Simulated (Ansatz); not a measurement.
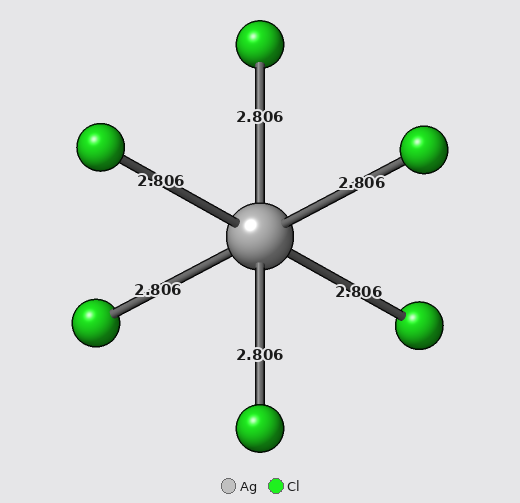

The surroundings of site Ag1 (at 0.000, 0.000, 0.000) in AgCl (Fm-3m, No. 225), with bond lengths in Å.

The cell is taken from the geometry relaxed with DFT PBE, scalar-relativistic, plane waves, PAW (Ansatz 0.2.0).

```xyz
8
Lattice="5.6121 0.0000 0.0000 0.0000 5.6121 0.0000 0.0000 0.0000 5.6121" Properties=species:S:1:pos:R:3 pbc="T T T"
Ag    0.0000    0.0000    0.0000
Cl    2.8060    0.0000    0.0000
Ag    0.0000    2.8060    2.8060
Cl    2.8060    2.8060    2.8060
Ag    2.8060    0.0000    2.8060
Cl    0.0000    0.0000    2.8060
Ag    2.8060    2.8060    0.0000
Cl    0.0000    2.8060    0.0000
```

Bond valence s = exp((R0 − d)/b), R0 fitted to published crystal structures with b = 0.37 Å; R0 in Å: Ag+–Cl 2.090.

Question: Calculate the bond-valence sum of Ag1 from the bonds drawn.

Answer: 6 × 0.144 = 0.87 v.u., against a formal valence of 1: underbonded (bonds long for this ion) by 0.13.

Question: And over the whole structure?

Answer:
| site | x, y, z | formal valence | bond-valence sum | difference |
| --- | --- | --- | --- | --- |
| Ag1 | 0.000, 0.000, 0.000 | +1 | 0.87 | -0.13 |
| Cl1 | 0.500, 0.000, 0.000 | −1 | 0.87 | -0.13 |

These sums include all anions within 5 Å. The global instability index (root mean square of the differences over all atoms) is 0.13 v.u.: moderate strain, common in real structures. Cells relaxed with PBE tend to have slightly long bonds, which lowers the sums.
